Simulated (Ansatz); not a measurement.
# Dielectric response of MgO (110) films, part 2 of 3

How well do thin rocksalt MgO (110) films screen a perpendicular field?

Ansatz 0.2.0; plane-wave DFT, PBE, Ansatz PAW (the session's first sound run).

So far, thickness (Å): step 6 (response with the atoms held, 10 atoms, units 5) 7.44; step 14 (16 atoms, units 8) 11.9.

## 15. Relaxation, 24 atoms, units 12

This step: plane-wave DFT, PBE, Ansatz PAW (Ansatz 0.2.0).

System of this step: MgO (110), 12 units. The cell holds 24 atoms: 12 Mg and 12 O. Cell: a = 2.977 Å, b = 4.210 Å, c = 34.373 Å, α = 90.0°, β = 90.0°, γ = 90.0°. It derives from MgO (rocksalt MgO). Vacuum lies along c.

input.yaml reads:

```yaml
crystal:
  lattice:
    - [2.97691955, 0.0, 0.0]
    - [0.0, 4.21, 0.0]
    - [0.0, 0.0, 34.3730575184]
  atoms:
    - { symbol: Mg, position: [0.5, 0.5, 0.2618329776] }
    - { symbol: O, position: [0.5, 0.0, 0.2618329776] }
    - { symbol: Mg, position: [0.0, 0.0, 0.3051360726] }
    - { symbol: O, position: [0.0, 0.5, 0.3051360726] }
    - { symbol: Mg, position: [0.5, 0.5, 0.3484391676] }
    - { symbol: O, position: [0.5, 0.0, 0.3484391676] }
    - { symbol: Mg, position: [0.0, 0.0, 0.3917422626] }
    - { symbol: O, position: [0.0, 0.5, 0.3917422626] }
    - { symbol: Mg, position: [0.5, 0.5, 0.4350453575] }
    - { symbol: O, position: [0.5, 0.0, 0.4350453575] }
    - { symbol: Mg, position: [0.0, 0.0, 0.4783484525] }
    - { symbol: O, position: [0.0, 0.5, 0.4783484525] }
    - { symbol: Mg, position: [0.5, 0.5, 0.5216515475] }
    - { symbol: O, position: [0.5, 0.0, 0.5216515475] }
    - { symbol: Mg, position: [0.0, 0.0, 0.5649546425] }
    - { symbol: O, position: [0.0, 0.5, 0.5649546425] }
    - { symbol: Mg, position: [0.5, 0.5, 0.6082577374] }
    - { symbol: O, position: [0.5, 0.0, 0.6082577374] }
    - { symbol: Mg, position: [0.0, 0.0, 0.6515608324] }
    - { symbol: O, position: [0.0, 0.5, 0.6515608324] }
    - { symbol: Mg, position: [0.5, 0.5, 0.6948639274] }
    - { symbol: O, position: [0.5, 0.0, 0.6948639274] }
    - { symbol: Mg, position: [0.0, 0.0, 0.7381670224] }
    - { symbol: O, position: [0.0, 0.5, 0.7381670224] }
kpoints:
  mp_grid: { grid: [10, 6, 1] }
hamiltonian:
  xc: pbe
scf:
  occupations: { method: fixed }
  convergence: { dr2_threshold: 1.0e-09 }
efield:
  axis: 3
  dipole_correction: true
  ramp_position: 0.97
  ramp_width: 0.06
relax:
  f_tol: 0.003
  max_steps: 100
output:
  write_potential: true
  write_density: true
  volumetric_format: npy
```

Command:

```console
$ ansatz run input.yaml --threads 4 --pin off --max-ram 8192MiB --backend cpu --events-out ev --progress --plain --runs-dir out
```

It took 3.5 min on 4 threads of Arm Neoverse V1, shared host; peak memory 1.6 GiB.

Relaxation path:

```csv
step,energy less that of the first step (eV),largest force component (eV/Å)
1,0.0000,0.9917
2,-0.1432,0.6161
3,-0.2335,0.1191
4,-0.2377,0.0250
5,-0.2378,0.0076
6,-0.2379,0.0002
```

The run keeps the 4 symmetry operations that it works with, so distortions that break them were not tested.

The atoms that moved most (Å):

```csv
atom,dx,dy,dz,length
Mg21,0.000,0.000,0.174,0.174
Mg3,0.000,0.000,-0.174,0.174
O22,0.000,0.000,0.116,0.116
O4,0.000,0.000,-0.116,0.116
O24,0.000,0.000,0.079,0.079
O2,0.000,0.000,-0.079,0.079
O6,0.000,0.000,-0.071,0.071
O20,0.000,0.000,0.071,0.071
```

The relaxed structure:

```cif
data_structure
_symmetry_space_group_name_H-M 'P 1'
_symmetry_Int_Tables_number 1
_cell_length_a 2.9769
_cell_length_b 4.2100
_cell_length_c 34.3731
_cell_angle_alpha 90.000
_cell_angle_beta 90.000
_cell_angle_gamma 90.000
_cell_volume 430.79
loop_
_atom_site_label
_atom_site_type_symbol
_atom_site_fract_x
_atom_site_fract_y
_atom_site_fract_z
_atom_site_occupancy
Mg1 Mg 0.50000 0.50000 0.26212 1
O2 O 0.50000 0.00000 0.25954 1
Mg3 Mg 0.00000 0.00000 0.30008 1
O4 O 0.00000 0.50000 0.30175 1
Mg5 Mg 0.50000 0.50000 0.34696 1
O6 O 0.50000 0.00000 0.34639 1
Mg7 Mg 0.00000 0.00000 0.38982 1
O8 O 0.00000 0.50000 0.39010 1
Mg9 Mg 0.50000 0.50000 0.43422 1
O10 O 0.50000 0.00000 0.43410 1
Mg11 Mg 0.00000 0.00000 0.47796 1
O12 O 0.00000 0.50000 0.47803 1
Mg13 Mg 0.50000 0.50000 0.52204 1
O14 O 0.50000 0.00000 0.52197 1
Mg15 Mg 0.00000 0.00000 0.56578 1
O16 O 0.00000 0.50000 0.56590 1
Mg17 Mg 0.50000 0.50000 0.61018 1
O18 O 0.50000 0.00000 0.60990 1
Mg19 Mg 0.00000 0.00000 0.65304 1
O20 O 0.00000 0.50000 0.65361 1
Mg21 Mg 0.50000 0.50000 0.69992 1
O22 O 0.50000 0.00000 0.69825 1
Mg23 Mg 0.00000 0.00000 0.73788 1
O24 O 0.00000 0.50000 0.74046 1
```

Running mean over 1.488 Å of the planar mean; the ramp of the sawtooth is left out. The electron's electrostatic potential energy less the highest filled level by z:

```csv
z (Å),electron's electrostatic potential energy less the highest filled level (eV)
5.0,4.60
7.5,3.81
10.0,-6.86
12.5,-6.11
15.0,-6.02
17.5,-5.93
20.0,-5.84
22.5,-5.93
25.0,-6.81
27.5,4.46
30.0,4.60
```

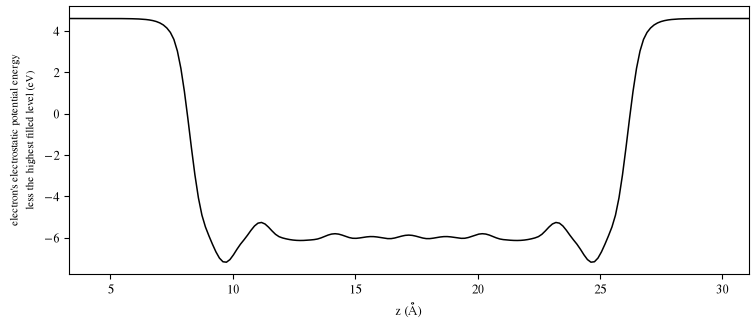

Electron's electrostatic potential energy less the highest filled level against z.

The relaxation took 6 steps and lowered the energy by 0.24 eV; the largest force on the free atoms ends at 1.5e-4 eV/Å.

The gap is 2.13 eV, with the valence edge 4.60 eV and the conduction edge 2.48 eV under the upper vacuum level.

## 16. The series together

Times are for 4 threads of Arm Neoverse V1, shared host. The runs compared:

```csv
no.,units,gap by band count (eV),"ionisation energy, upper face (eV)","electron affinity, upper face (eV)",time,memory (GiB)
1,5,1.878,4.569,2.692,38 s,0.71
2,8,2.086,4.606,2.521,95 s,1.1
3,12,2.129,4.604,2.475,3.5 min,1.6
```

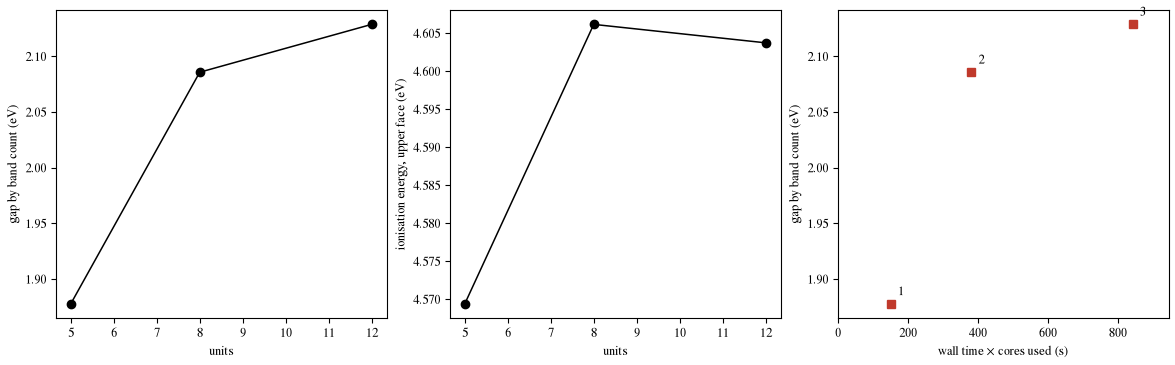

The series as plots; the last panel sets the first result against cost, with the runs numbered as in the table.

The valence density, planar mean (5) oscillates, so the rows of the table below give means over windows of 1.48 Å about each position, cut where the curve ends. Its maxima inside the range that stand out by 2 % of the span (Å: e/Å³): 9.0: 1.59, 10.4: 1.60, 12.0: 1.63, 13.6: 1.60, 14.9: 1.59. Its minima: 9.8: 0.341, 11.2: 0.265, 12.7: 0.265, 14.2: 0.341.

The runs together. The valence density, planar mean by z; means over each step:

```csv
z (Å),5 (e/Å³),8 (e/Å³),12 (e/Å³)
5.18,5.6e-5,5.9e-5,6.7e-5
6.66,0.00266,0.00287,0.00328
8.14,0.260,0.288,0.331
9.62,0.966,0.982,0.986
11.10,0.786,0.756,0.759
12.58,0.795,0.862,0.857
14.06,0.962,0.815,0.822
15.54,0.535,0.862,0.840
17.02,0.00555,0.783,0.830
18.50,1.1e-4,0.957,0.841
19.98,2.4e-6,0.585,0.833
21.46,0,0.00652,0.856
22.94,0,1.3e-4,0.802
```

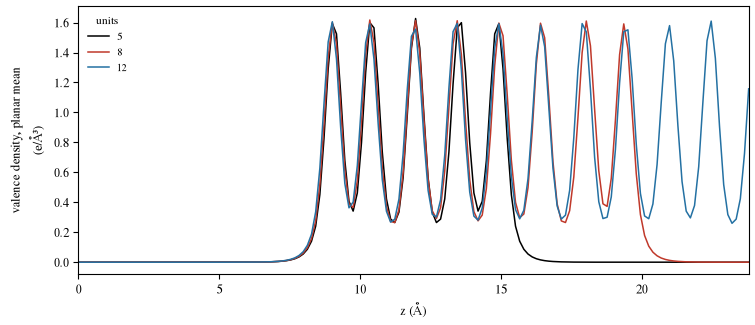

Valence density, planar mean, plotted against z.

## 17. Single point on the relaxed film, 24 atoms, units 12

input.yaml reads:

```yaml
crystal:
  lattice:
    - [2.97691955, 0.0, 0.0]
    - [0.0, 4.21, 0.0]
    - [0.0, 0.0, 34.3730575184]
  atoms:
    - { symbol: Mg, position: [0.5, 0.5, 0.2621214714] }
    - { symbol: O, position: [0.5, 0.0, 0.2595401278] }
    - { symbol: Mg, position: [0.0, 0.0, 0.3000789182] }
    - { symbol: O, position: [0.0, 0.5, 0.3017549446] }
    - { symbol: Mg, position: [0.5, 0.5, 0.3469591416] }
    - { symbol: O, position: [0.5, 0.0, 0.3463858103] }
    - { symbol: Mg, position: [0.0, 0.0, 0.3898230163] }
    - { symbol: O, position: [0.0, 0.5, 0.390101221] }
    - { symbol: Mg, position: [0.5, 0.5, 0.4342219795] }
    - { symbol: O, position: [0.5, 0.0, 0.4341024259] }
    - { symbol: Mg, position: [0.0, 0.0, 0.477957067] }
    - { symbol: O, position: [0.0, 0.5, 0.4780272561] }
    - { symbol: Mg, position: [0.5, 0.5, 0.5220429329] }
    - { symbol: O, position: [0.5, 0.0, 0.5219727437] }
    - { symbol: Mg, position: [0.0, 0.0, 0.5657780205] }
    - { symbol: O, position: [0.0, 0.5, 0.5658975739] }
    - { symbol: Mg, position: [0.5, 0.5, 0.6101769837] }
    - { symbol: O, position: [0.5, 0.0, 0.6098987789] }
    - { symbol: Mg, position: [0.0, 0.0, 0.6530408585] }
    - { symbol: O, position: [0.0, 0.5, 0.6536141896] }
    - { symbol: Mg, position: [0.5, 0.5, 0.699921082] }
    - { symbol: O, position: [0.5, 0.0, 0.6982450555] }
    - { symbol: Mg, position: [0.0, 0.0, 0.7378785288] }
    - { symbol: O, position: [0.0, 0.5, 0.7404598724] }
kpoints:
  mp_grid: { grid: [10, 6, 1] }
hamiltonian:
  xc: pbe
scf:
  occupations: { method: fixed }
  convergence: { dr2_threshold: 1.0e-09 }
efield:
  axis: 3
  dipole_correction: true
  ramp_position: 0.97
  ramp_width: 0.06
output:
  eigenvalues: true
  dos: { projected: true, e_range: [-7, 7] }
  write_potential: true
  write_density: true
  volumetric_format: npy
checkpoint:
  write: end12.run
  compress: false
  write_wavefunctions: false
```

Run time: 66 s. Hardware: 4 threads; peak memory 2 GiB; 4.3 min of CPU time.

Running mean over 1.488 Å of the planar mean; the ramp of the sawtooth is left out. Electron's electrostatic potential energy less the highest filled level against z:

```csv
z (Å),electron's electrostatic potential energy less the highest filled level (eV)
5.0,4.60
7.5,3.81
10.0,-6.86
12.5,-6.11
15.0,-6.02
17.5,-5.93
20.0,-5.84
22.5,-5.93
25.0,-6.81
27.5,4.46
30.0,4.60
```

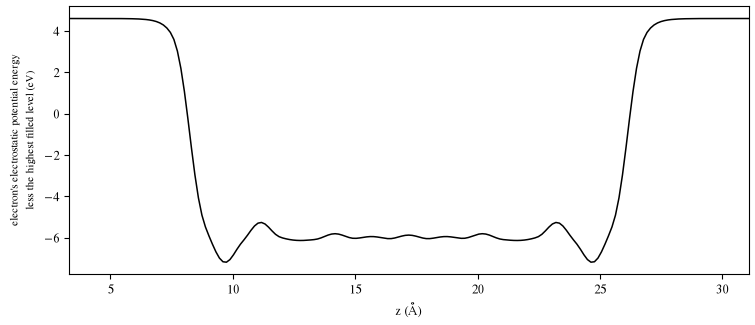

Electron's electrostatic potential energy less the highest filled level, plotted against z.

The gap is 2.13 eV, with the valence edge 4.60 eV and the conduction edge 2.47 eV under the upper vacuum level.

## 18. Single point, 24 atoms, units 12, field 0.05 V/Å

input.yaml, as its differences from that of step 17:

```diff
@@ -36,3 +36,3 @@
   occupations: { method: fixed }
-  convergence: { dr2_threshold: 1.0e-09 }
+  convergence: { dr2_threshold: 1.0e-10 }
 efield:
@@ -42,5 +42,4 @@
   ramp_width: 0.06
+  amplitude: 0.05
 output:
-  eigenvalues: true
-  dos: { projected: true, e_range: [-7, 7] }
   write_potential: true
@@ -48,5 +47 @@
   volumetric_format: npy
-checkpoint:
-  write: end12.run
-  compress: false
-  write_wavefunctions: false
```

Run time: 72 s. Hardware: 4 threads; peak memory 2 GiB.

The dipole is 0.0478 e·Å, and the gap on the mesh 1.873 eV.

## 19. Atoms held, 24 atoms, units 12, field -0.05 V/Å

input.yaml, as its differences from that of step 18:

```diff
@@ -42,3 +42,3 @@
   ramp_width: 0.06
-  amplitude: 0.05
+  amplitude: -0.05
 output:
```

The job ended after 73 s (4 threads; peak memory 2 GiB).

The dipole is -0.0478 e·Å, and the gap on the mesh 1.873 eV.

## 20. Response with the atoms held, 24 atoms, units 12

This step: plane-wave DFT, PBE, Ansatz PAW; response to a field along the normal, atoms held (Ansatz 0.2.0).

Local field over the applied field, running mean. From the potentials at -0.05 and 0.05 V/Å; running mean over 1.488 Å, taken twice. Local field over applied field against z:

```csv
z (Å),local field over applied field
6,0.963
8,0.485
10,0.249
12,0.301
14,0.308
16,0.308
18,0.308
20,0.309
22,0.298
24,0.277
26,0.363
28,0.929
30,0.998
```

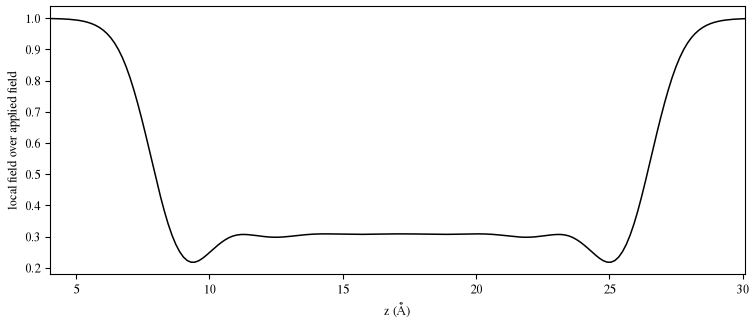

Local field over applied field against z.

The induced dipole is that of a conductor 13.81 Å thick.

## 21. Relaxing in the field, 24 atoms, units 12, field 0.05 V/Å

This step: plane-wave DFT, PBE, Ansatz PAW (Ansatz 0.2.0).

The same pair of relaxations in the field for this thickness.

input.yaml, as its differences from that of step 19:

```diff
@@ -42,3 +42,6 @@
   ramp_width: 0.06
-  amplitude: -0.05
+  amplitude: 0.05
+relax:
+  f_tol: 0.0006
+  max_steps: 70
 output:
```

Run time: 2.5 min. Hardware: 4 threads; peak memory 1.6 GiB.

Hardly anything moved in the relaxation; the energy changed by under 0.2 meV an atom.

The relaxation took 4 steps and lowered the energy by 3.3e-4 eV; the largest force on the free atoms ends at 2.7e-4 eV/Å.

The dipole is 0.0612 e·Å, and the gap on the mesh 2.051 eV.

## 22. Relaxing in the field, 24 atoms, units 12, field -0.05 V/Å

input.yaml, as its differences from that of step 21:

```diff
@@ -42,3 +42,3 @@
   ramp_width: 0.06
-  amplitude: 0.05
+  amplitude: -0.05
 relax:
```

Run time: 2.5 min. Hardware: 4 threads; peak memory 1.6 GiB.

No atom moved by 0.005 Å in the relaxation.

The relaxation took 4 steps and lowered the energy by 3.3e-4 eV; the largest force on the free atoms ends at 2.7e-4 eV/Å.

The dipole is -0.0612 e·Å, and the gap on the mesh 2.051 eV.

## 23. Response with the atoms relaxed, 24 atoms, units 12

This step: plane-wave DFT, PBE, Ansatz PAW; response to a field along the normal, atoms relaxed (Ansatz 0.2.0).

This step gave:

```
equivalent conductor thickness p/(ε₀AE) : 17.67 Å
inner field over outer field            : 0.09691
local ε in the middle                   : 10.32
```

Local field over the applied field, running mean. From the potentials at -0.05 and 0.05 V/Å; running mean over 1.488 Å, taken twice. Table of local field over applied field by z:

```csv
z (Å),local field over applied field
6,0.967
8,0.381
10,0.0503
12,0.0574
14,0.112
16,0.0860
18,0.0925
20,0.0995
22,0.0507
24,0.119
26,0.207
28,0.936
30,0.999
```

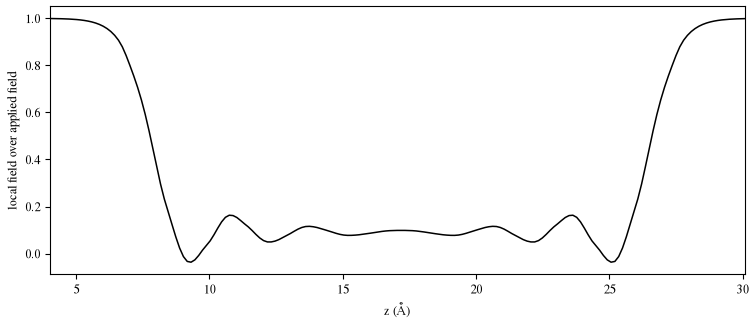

Local field over applied field against z.

The induced dipole is that of a conductor 17.67 Å thick.

## 24. Electronic ε from the series

This step: plane-wave DFT, PBE, Ansatz PAW; permittivity from the thickness series, atoms held (Ansatz 0.2.0).

Each added layer adds t(1 − 1/ε) to the dipole term, so the slope against thickness gives ε without a choice of where the film ends.

This step gave:

| Item | Value |
| --- | --- |
| slope | 0.6892 |
| intercept of the fit | 2.409 Å |
| ε of the interior | 3.217 |

Table of equivalent conductor thickness by distance between the outer atoms:

```csv
distance between the outer atoms (Å),equivalent conductor thickness (Å)
5.96,6.52
10.49,9.63
16.53,13.8
```

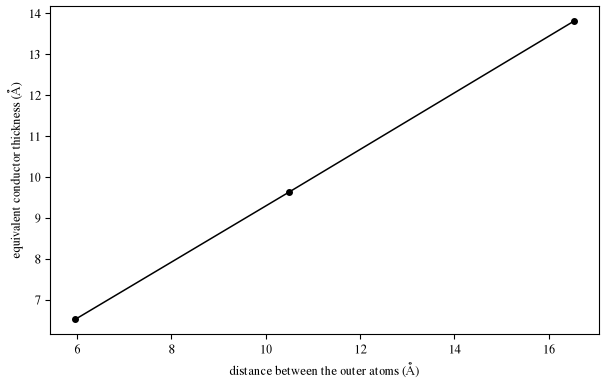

Equivalent conductor thickness against distance between the outer atoms.

By hand, from the thinnest and the thickest film: slope = (13.805 − 6.520) / (16.531 − 5.957) = 0.689, so ε = 1/(1 − 0.689) = 3.21.

## 25. Static ε from the series

This step: plane-wave DFT, PBE, Ansatz PAW; permittivity from the thickness series, atoms relaxed (Ansatz 0.2.0).

The same fit for the relaxed films. The nearer its slope lies to 1, the more ε hangs on small errors.

This step gave:

| Property | Result |
| --- | --- |
| slope | 0.9029 |
| intercept of the fit | 2.741 Å |
| ε of the interior | 10.30 |

Table of equivalent conductor thickness by distance between the outer atoms:

```csv
distance between the outer atoms (Å),equivalent conductor thickness (Å)
5.96,8.12
16.53,17.7
```

By hand, from the thinnest and the thickest film: slope = (17.666 − 8.120) / (16.531 − 5.957) = 0.903, so ε = 1/(1 − 0.903) = 10.3. One nm of such a film has the capacitance of 3.9/10.3 = 0.38 nm of SiO₂ (its equivalent oxide thickness).

## 26. The bulk crystal

This step: plane-wave DFT, PBE, Ansatz PAW (Ansatz 0.2.0).

System of this step: rocksalt MgO. The structure is cubic, space group Fm-3m (No. 225). The conventional cell has a = 4.210 Å, b = 4.210 Å, c = 4.210 Å, α = 90.00°, β = 90.00°, γ = 90.00°. Nearest to Mg lie 6 O at 2.10 Å. Nearest to O lie 6 Mg at 2.10 Å. Farther neighbours and most contacts between anions are not listed.

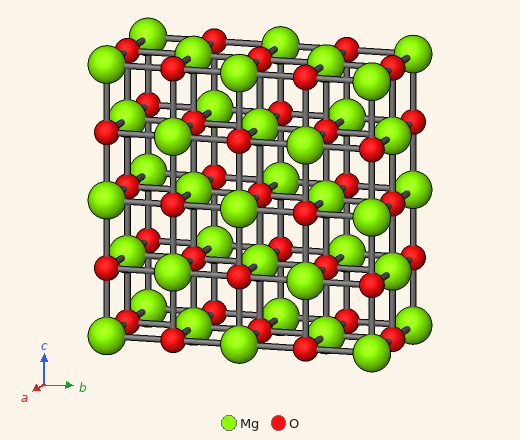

The cell of this step (magnesium green, oxygen red). 1×2×2 conventional cells are drawn. Some periodic images of atoms are drawn too.

Band edges are better read in the bulk than in a thin slab, where confinement and surface states shift them. The bulk run gives them against its mean potential.

input.yaml reads:

```yaml
crystal:
  lattice:
    - [0.0, 2.105, 2.105]
    - [2.105, 0.0, 2.105]
    - [2.105, 2.105, 0.0]
  atoms:
    - { symbol: Mg, position: [0.0, 0.0, 0.0] }
    - { symbol: O, position: [0.5, 0.5, 0.5] }
kpoints:
  mp_grid: { grid: [12, 12, 12] }
  band_path: { path: [VBM, CBM], npoints: 1 }
hamiltonian:
  xc: pbe
scf:
  occupations: { method: fixed }
  convergence: { dr2_threshold: 1.0e-09 }
output:
  eigenvalues: true
checkpoint:
  write: bulk.run
  compress: false
  write_wavefunctions: false
```

Elapsed: 0.75 s, on 4 threads; peak memory 0.25 GiB.

This step gave:

```
gap on the k-mesh                  : 4.758 eV
gap along the path                 : 4.758 eV
smallest direct gap along the path : 4.758 eV
gap, the smaller of path and mesh  : 4.758 eV
```

The gap is 4.76 eV.

## 27. Band edges against the vacuum, levels PBE

This step: plane-wave DFT, PBE, Ansatz PAW; band edges against the vacuum, bulk levels by PBE (Ansatz 0.2.0).

System of this step: MgO (110), 12 units. The cell holds 24 atoms: 12 Mg and 12 O. Its edges and angles: a = 2.977 Å, b = 4.210 Å, c = 34.373 Å, α = 90.0°, β = 90.0°, γ = 90.0°. It derives from MgO (rocksalt MgO). Vacuum lies along c.

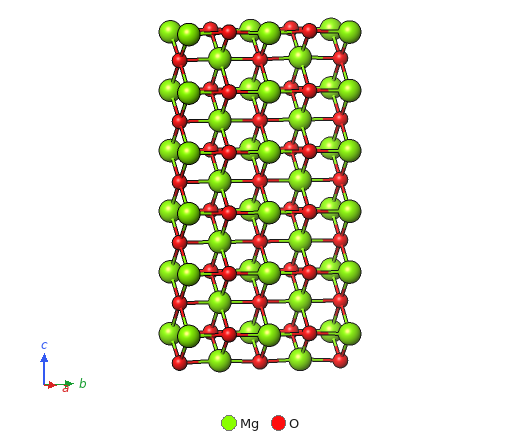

The cell of this step (magnesium green, oxygen red). 1×2×1 cells are drawn. Some periodic images of atoms are drawn too.

The averaged potential in the middle of the thickest slab ties the bulk's levels to the vacuum level.

align.yaml reads:

```yaml
surface:
  bulk: { run: bulk.run }
  slab: { run: end12.run, axis: 3 }
  face: plus
  period: 1.48846
```

Command:

```console
$ ansatz align-bands align.yaml -- --threads 4 --pin off
```

The job ended after 0.08 s (4 threads).

Numbers from this step:

```yaml
ionisation_energy: 5.383 eV
electron_affinity: 0.6258 eV
slab_level_shift: 0.7797 eV
```

Check by hand: ionisation energy less affinity, 5.38 − (0.63) = 4.76 eV, is the bulk gap at this level.

The program warns that the averaged potential varies by 0.17 eV in the slab's middle, which these edges carry as an error.

(Continued in part 3 of 3.)

[Logs are printed without paths, hosts, clocks, repeated set-up lines and the standing remarks that a program may print on its own settings, such as how far it seeks lower states.]

[Hosts, paths, dates, database ids (printed as entryN), source tags and the programs' standing remarks are cut or masked in the printed files.]

[Maps of the electrostatic potential energy from Ansatz leave out the sawtooth potential of an applied field or a dipole correction, so their vacuum need not be flat; planar profiles and work functions include it.]
